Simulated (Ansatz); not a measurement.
O

The calculation's input:

```
crystal:
  lattice:
    - [2.8514028533, -1.66241594, 0.0]
    - [2.8514028533, 1.66241594, 0.0]
    - [-2.3944914034, 0.0, 3.6470501824]
  atoms:
    - { symbol: O, position: [0.97454617, 0.97454617, 0.84442598] }
    - { symbol: O, position: [0.02545383, 0.02545383, 0.15557402] }
hamiltonian:
  xc: pbesol
  pseudopotentials: { kind: paw }
kpoints:
  mp_grid: { grid: [10, 10, 7] }
scf:
  occupations: { method: fermi_dirac, width: 0.05 }
output:
  forces: true
  stress: true
  eigenvalues: true
  write_density: true
  write_potential: true
  elf: true
  volumetric_format: npy
relax:
  f_tol: 0.01
  max_steps: 40
  cell: { stress_tol: 0.05, p_target: 5.0 }
```

Launched as:

```sh
ansatz run input.yaml --threads 2 --pin off --max-ram 5632MiB --backend cpu --events-out ev --progress --plain --runs-dir out
```

Below, planes, directions and counts refer to the standardised cell (a = 2.40 Å, b = 2.40 Å, c = 11.03 Å, α = 89.84°, β = 90.16°, γ = 120.00°).

The fields are those of the run's last geometry, not of the input's.

Space group C2/m; a structure from a database of computed crystals, not necessarily the ambient phase; computed pressure about 5 GPa in this cell.

The calculation used Ansatz, Kohn-Sham DFT of a periodic cell, PBEsol, Ansatz PAW.

What will maps of the valence pseudo-density and electron localisation function show?

Answer. O–O (1.20 Å): ρ is about 3.7 e/Å³ halfway; the ELF peaks at about 0.75 between the atoms.

Does the calculation make it a metal, or give it a gap?

Answer. It is gapless in this calculation (a metal or semimetal).

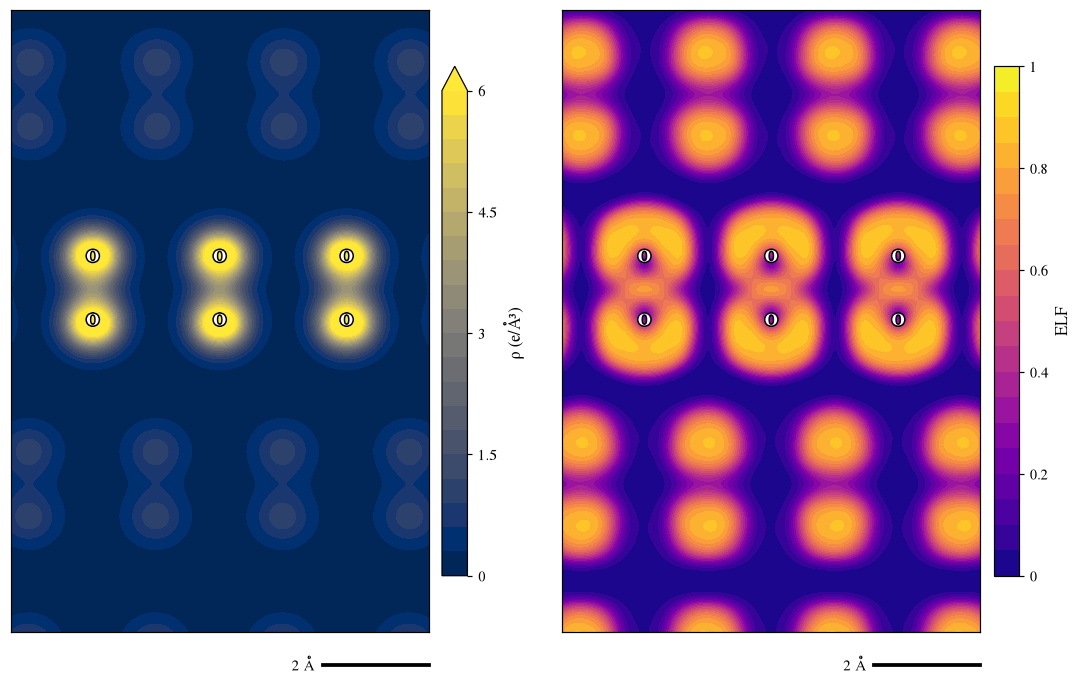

Computed valence pseudo-density and electron localisation function on the (100) plane of the standardised cell, in this order. Atoms just off the plane (O, 0.7 Å away) can leave unmarked features too.

Core electrons are frozen (PAW), and the valence fields are smoothed inside the atomic spheres.
